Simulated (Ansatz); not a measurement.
## Mending a single-point calculation on TiO$_{2}$

System: TiO$_{2}$ (P4₂/mnm, 6 atoms in the cell).
Method of run A: DFT, LDA, all-electron LAPW, no spin polarisation (Ansatz 0.2.0).

The structure derives from an entry of the Crystallography Open Database. Some settings of this run were made unusual or wrong on purpose. Text and figures count atoms from 1; the logs count them from 0 in places.

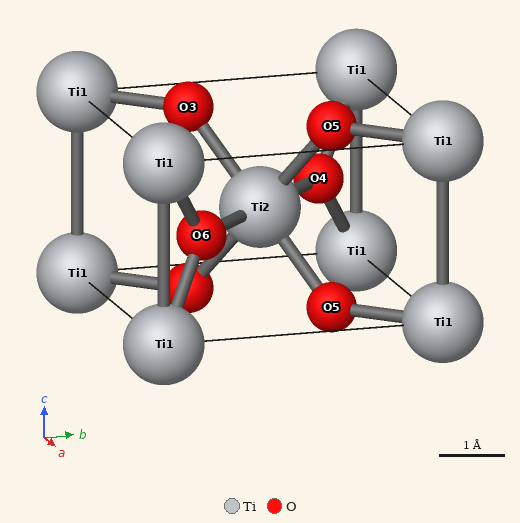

The input geometry (ball-and-stick view of the cell of the calculation, seen slightly off an axis; atoms are numbered from 1 in the order of the input). An atom can appear more than once, as a periodic image. Near neighbours in the periodic cell (some may lie outside the picture): Ti has 6 O at 1.93 to 1.96 Å and 2 Ti at 2.92 Å; O has 3 Ti at 1.93 to 1.96 Å.

## Input file, run A
```yaml
crystal:
  lattice:
    - [4.54816137237, 0.0, 0.0]
    - [0.0, 4.54816137237, 0.0]
    - [0.0, 0.0, 2.91712839111]
  atoms:
    - { symbol: Ti, position: [0.0, 0.0, 0.0] }
    - { symbol: Ti, position: [0.5, 0.5, 0.5] }
    - { symbol: O, position: [0.303966119656, 0.303966119656, 0.0] }
    - { symbol: O, position: [0.196033880344, 0.803966119656, 0.5] }
    - { symbol: O, position: [0.696033880344, 0.696033880344, 0.0] }
    - { symbol: O, position: [0.803966119656, 0.196033880344, 0.5] }
kpoints:
  mp_grid: { grid: [6, 6, 8] }
scf:
  occupations: { method: methfessel_paxton, width: 2.0 }
  max_iter: 100
hamiltonian:
  xc: lda
  pseudopotentials: { kind: all_electron, lapw: { basis_error: 0.001 } }
output:
  forces: true
  stress: true
  eigenvalues: true
  eigenstates:
    nscf_kmesh: { grid: [6, 6, 10] }
    de_dk: true
    e_range: [-9, 11.85818340325]
  optics:
    e_range: [0, 25]
    de: 0.2
    sigma: 0.15
    bands: { spectra_wanted_up_to: 25 }
    nscf_kmesh: { grid: [6, 6, 10] }
checkpoint:
  write: ck
  write_wavefunctions: false
```

Command:
```bash
ansatz run input.yaml --threads 2 --pin off --max-ram 6144MiB --backend cpu --events-out ev --progress --plain --runs-dir out
```

Hardware: 2 threads of Arm Neoverse V2, 24 GiB of memory available, shared host.

## Output, shortened to warnings, some set-up lines, iterations and results (run A)
```
Basis set: ecut = 419.4978717310283 eV, 1161 PW (Γ), exchange–correlation at level 2
Symmetry: 16 space group operations
k-points: 50 of 288
Initial density: superposition of atomic densities (chi_scale 0.1, normalization cell, long waves kept (reshape's long-wave potential 0.00 eV rms))
[...]
SCF iter   1: F=—  HF=-54531.013309 eV  |F-HF|=—  |Δ(HF+E_count)|=         —  Δρ=1.76e-1  dr2=1.93e1  ethr=2.69e-2  ⟨swp⟩=2.0  Hψ=16396  notcnv=0
SCF iter   2: F=—  HF=-54526.269611 eV  |F-HF|=—  |Δ(HF+E_count)|=    4.74e0  S|Δr|=    0.00e0  Δρ=1.64e-1  dr2=1.96e1  ethr=2.69e-2  ⟨swp⟩=2.9  Hψ=7212  notcnv=0
SCF iter   3: F=—  HF=-54521.631455 eV  |F-HF|=—  |Δ(HF+E_count)|=    4.64e0  S|Δr|=    0.00e0  Δρ=6.23e-2  dr2=2.49e0  ethr=2.69e-2  ⟨swp⟩=2.0  Hψ=7191  notcnv=0
SCF iter   4: F=—  HF=-54521.109879 eV  |F-HF|=—  |Δ(HF+E_count)|=         —  Δρ=3.26e-2  dr2=6.52e-1  ethr=3.46e-3  ⟨swp⟩=2.0  Hψ=7763  notcnv=0
SCF iter   5: F=—  HF=-54521.164820 eV  |F-HF|=—  |Δ(HF+E_count)|=   5.49e-2  S|Δr|=    0.00e0  Δρ=2.87e-2  dr2=6.18e-1  ethr=9.05e-4  ⟨swp⟩=2.3  Hψ=7788  notcnv=0  recentre
[... 8 lines ...]
SCF iter  14: F=—  HF=-54520.983366 eV  |F-HF|=—  |Δ(HF+E_count)|=   3.78e-9  S|Δr|=    0.00e0  Δρ=2.06e-6  dr2=2.88e-9  ethr=2.19e-11  ⟨swp⟩=2.0  Hψ=7768  notcnv=0
SCF iter  15: F=—  HF=-54520.983366 eV  |F-HF|=—  |Δ(HF+E_count)|=   1.91e-9  S|Δr|=    0.00e0  Δρ=5.24e-7  dr2=1.91e-10  ethr=1.80e-11 (applied; sched 4.00e-12)  ⟨swp⟩=2.0  …
SCF iter  16: F=—  HF=-54520.983366 eV  |F-HF|=—  |Δ(HF+E_count)|=  3.27e-10  S|Δr|=    0.00e0  Δρ=1.45e-7  dr2=1.75e-11  ethr=1.80e-11 (applied; sched 1.00e-12)  ⟨swp⟩=2.0  …
SCF iter  17: F=-54520.983366 eV  HF=-54520.983366 eV  |F-HF|=4.37e-11  |Δ(HF+E_count)|=  1.82e-10  S|Δr|=    0.00e0  Δρ=3.61e-8  dr2=1.02e-12  ethr=1.80e-11 (applied; sched …
SCF 1 converged in 17 iterations: F = -54520.983366 eV  dr2 = 1.02e-12
NSCF: frozen V_eff on 60 k-points
the basis was enlarged: its passes take 7.2 MiB over the memory plan, 2 of 2 planned eigensolver slots
NSCF: frozen V_eff on 60 k-points
SCF converged after 17 iterations
Stability not checked: this state was not tested for a lower state beside it, because cold or Methfessel-Paxton smearing, or corrected tetrahedra, fill the levels in a way that the test cannot read (fill_not_monotonic; see scf.lower_state_search)
Free energy (F): -54520.983366 eV
Harris-Foulkes:  -54520.983366 eV  (|F-HF|=4.37e-11)
Internal energy: -54523.241376 eV  (E = F + TS)
E sigma→0 (E₀):  -54521.547869 eV
Entropy (-TS):   2.258011 eV (376.335 meV/atom)
Fermi energy:    10.245578 eV
Step filling:    the computed levels leave a gap of 1.7349 eV = 0.9 smearing widths at the electron count; against every level under it full and every level over it empty, smearing changes F+E_penalty+E_count by +923.757 meV and its σ→0 estimate by +359.254 meV
--- Per-component energies (eV) ---
  E_band       = -11522.884332
  E_kinetic    = 54913.159210
  E_xc         = -3075.606000
  E_electrostatic = -106360.794586  (all electrons and nuclei)
  E_smearing   = 2.258011  (= −TS)
  E_closure    = 0.000000  (closes the sum)
  E_atoms      = -54464.972173  (free atoms, spherical and without spin; not in F)
  Σ components = -54520.983366   (vs F -54520.983366, Δ=0.00e0)
  Basis errors (estimates in eV, not in F): energy 3.9e-4 per atom: plane waves 3.6e-4 (2.2e-4 summed), levels above the bands 1.2e-30, relativity 1.1e-8, radial functions 3.1e-5, core shells 7.1e-13; eigenvalues (radial functions only) 3.8e-5; not estimated: angular momenta, meshes, grids; target …
--- Forces (eV/Å), atoms counted from 1 ---
  atom   1  Ti     0.00000000    -0.00000000     0.00000000
  atom   2  Ti     0.00000000     0.00000000     0.00000000
  atom   3  O     -0.00794950    -0.00794950     0.00000000
  atom   4  O      0.00794950    -0.00794950     0.00000000
  atom   5  O      0.00794950     0.00794950     0.00000000
  atom   6  O     -0.00794950     0.00794950     0.00000000
  max |Σ_I F_I| component: 0.00e0 eV/Å
--- Stress (GPa, compression-positive) ---
       -2.855183       0.000000       0.000000
        0.000000      -2.855183       0.000000
        0.000000       0.000000      -5.498904
  P = ⅓ Tr σ = -3.7364 GPa (-37.364 kbar)
--- Fermi surface from the table of eigenstates not read: on its mesh, or on one of the eight of every second point, the electrons fill whole bands (an insulator's do; a metal wants a denser output.eigenstates.nscf_kmesh) ---
```

Question: Diagnose this run and give a change of the input that cures it.

Answer: This input holds a deliberate fault: a smearing of electronvolts (`scf.occupations`). So wide a smearing fills empty bands and washes out gaps and moments. The run converged all the same; its numbers are those of the faulty input and shouldn't be used. The program warns: the optical spectrum is taken on partly filled bands.

A run of the same system that converges differs from this input as follows (lines with − go, lines with + come):
```diff
-  occupations: { method: methfessel_paxton, width: 2.0 }
-  max_iter: 100
+  occupations: { method: fixed }
```

## Output, shortened to warnings, some set-up lines, iterations and results (run B)
```
Basis set: ecut = 419.4978717310283 eV, 1161 PW (Γ), exchange–correlation at level 2
Symmetry: 16 space group operations
k-points: 50 of 288
Initial density: superposition of atomic densities (chi_scale 0.1, normalization cell, long waves kept (reshape's long-wave potential 0.00 eV rms))
[...]
SCF iter   1: F=—  HF=-54531.107614 eV  |F-HF|=—  |Δ(HF+E_count)|=         —  Δρ=1.73e-1  dr2=1.86e1  ethr=2.58e-2  ⟨swp⟩=2.0  Hψ=14408  notcnv=0
SCF iter   2: F=—  HF=-54525.513584 eV  |F-HF|=—  |Δ(HF+E_count)|=    5.59e0  Δρ=1.14e-1  dr2=9.10e0  ethr=2.58e-2  ⟨swp⟩=3.0  Hψ=7033  notcnv=0
SCF iter   3: F=—  HF=-54522.561632 eV  |F-HF|=—  |Δ(HF+E_count)|=    2.95e0  Δρ=6.04e-2  dr2=2.37e0  ethr=1.26e-2  ⟨swp⟩=2.9  Hψ=6781  notcnv=0
SCF iter   4: F=—  HF=-54521.917359 eV  |F-HF|=—  |Δ(HF+E_count)|=         —  Δρ=1.45e-2  dr2=1.22e-1  ethr=1.70e-4  ⟨swp⟩=2.0  Hψ=11982  notcnv=0
SCF iter   5: F=—  HF=-54521.966239 eV  |F-HF|=—  |Δ(HF+E_count)|=   4.89e-2  Δρ=1.52e-2  dr2=1.69e-1  ethr=1.70e-4  ⟨swp⟩=3.0  Hψ=7400  notcnv=0  recentre
SCF iter   6: F=—  HF=-54521.898879 eV  |F-HF|=—  |Δ(HF+E_count)|=   6.74e-2  Δρ=3.04e-3  dr2=7.72e-3  ethr=1.70e-4  ⟨swp⟩=2.9  Hψ=7108  notcnv=0
SCF iter   7: F=—  HF=-54521.895891 eV  |F-HF|=—  |Δ(HF+E_count)|=   2.99e-3  Δρ=1.38e-3  dr2=1.56e-3  ethr=1.07e-5  ⟨swp⟩=2.2  Hψ=7170  notcnv=0
SCF iter   8: F=—  HF=-54521.895388 eV  |F-HF|=—  |Δ(HF+E_count)|=   5.03e-4  Δρ=3.33e-4  dr2=9.23e-5  ethr=2.17e-6  ⟨swp⟩=2.4  Hψ=7196  notcnv=0
SCF iter   9: F=—  HF=-54521.895357 eV  |F-HF|=—  |Δ(HF+E_count)|=   3.04e-5  Δρ=9.75e-5  dr2=7.60e-6  ethr=1.28e-7  ⟨swp⟩=2.7  Hψ=7211  notcnv=0
SCF iter  10: F=—  HF=-54521.895355 eV  |F-HF|=—  |Δ(HF+E_count)|=   2.57e-6  Δρ=1.13e-5  dr2=9.94e-8  ethr=1.06e-8  ⟨swp⟩=2.9  Hψ=7282  notcnv=0
SCF iter  11: F=—  HF=-54521.895355 eV  |F-HF|=—  |Δ(HF+E_count)|=   3.56e-8  Δρ=1.14e-6  dr2=8.52e-10  ethr=1.38e-10  ⟨swp⟩=3.0  Hψ=7501  notcnv=0
SCF iter  12: F=—  HF=-54521.895355 eV  |F-HF|=—  |Δ(HF+E_count)|=  2.76e-10  Δρ=1.54e-7  dr2=1.07e-11  ethr=1.65e-11 (applied; sched 1.18e-12)  ⟨swp⟩=2.0  Hψ=7150  notcnv=0
SCF iter  13: F=-54521.895355 eV  HF=-54521.895355 eV  |F-HF|=2.91e-11  |Δ(HF+E_count)|=  3.64e-11  Δρ=2.74e-8  dr2=3.99e-13  ethr=1.65e-11 (applied; sched 1.00e-12)  …
SCF 1 converged in 13 iterations: F = -54521.895355 eV  dr2 = 3.99e-13
NSCF: frozen V_eff on 60 k-points
NSCF: frozen V_eff on 60 k-points
SCF converged after 13 iterations
Free energy (F): -54521.895355 eV
Harris-Foulkes:  -54521.895355 eV  (|F-HF|=2.91e-11)
Internal energy: -54521.895355 eV  (E = F + TS)
E sigma→0 (E₀):  -54521.895355 eV
Fermi energy:    9.560630 eV
--- Per-component energies (eV) ---
  E_band       = -11514.922996
  E_kinetic    = 54916.249900
  E_xc         = -3076.008460
  E_electrostatic = -106362.136794  (all electrons and nuclei)
  E_smearing   = -0.000000  (= −TS)
  E_closure    = 0.000000  (closes the sum)
  E_atoms      = -54464.972173  (free atoms, spherical and without spin; not in F)
  Σ components = -54521.895355   (vs F -54521.895355, Δ=0.00e0)
  Basis errors (estimates in eV, not in F): energy 3.9e-4 per atom: plane waves 3.6e-4 (2.2e-4 summed), levels above the bands 0.0e0, relativity 1.1e-8, radial functions 2.3e-5, core shells 1.3e-13; eigenvalues (radial functions only) 2.9e-6; not estimated: angular momenta, meshes, grids; target …
--- Forces (eV/Å), atoms counted from 1 ---
  atom   1  Ti     0.00000000    -0.00000000     0.00000000
  atom   2  Ti    -0.00000000     0.00000000     0.00000000
  atom   3  O     -0.00392169    -0.00392169     0.00000000
  atom   4  O      0.00392169    -0.00392169     0.00000000
  atom   5  O      0.00392169     0.00392169     0.00000000
  atom   6  O     -0.00392169     0.00392169     0.00000000
  max |Σ_I F_I| component: 1.73e-18 eV/Å
--- Stress (GPa, compression-positive) ---
        0.196070       0.000000       0.000000
        0.000000       0.196070       0.000000
        0.000000       0.000000       0.298151
  P = ⅓ Tr σ = 0.2301 GPa (2.301 kbar)
--- Fermi surface from the table of eigenstates not read: on its mesh, or on one of the eight of every second point, the electrons fill whole bands (an insulator's do; a metal wants a denser output.eigenstates.nscf_kmesh) ---
```

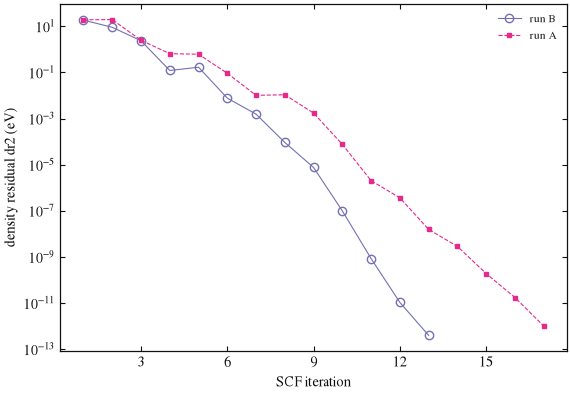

Convergence of the two runs: density residual dr2 against the SCF iteration. Run B takes 13 iterations in all, and run A takes 17.

## The two runs side by side

```tsv
quantity	run A	run B
outcome	converged	converged
free energy per atom (eV)	−9086.8306	−9086.9826
energy per atom, smearing taken to zero (eV)	−9086.9246	−9086.9826
gap on the mesh (eV)	–	1.85
pressure (GPa)	−3.74	0.23
largest force (eV/Å)	0.011	0.006
irreducible k-points	50	50
plane waves at Γ	1161	1161
wall time (shared host)	3.9 min	2 min
```

The energy of run B (smearing taken to zero) is 57.9 meV per atom lower, which comes mainly from the change of smearing; a solver setting shouldn't move a converged energy. The pressure goes from −3.74 to 0.23 GPa. On the same kind of shared host run B took about 0.51 times as long.
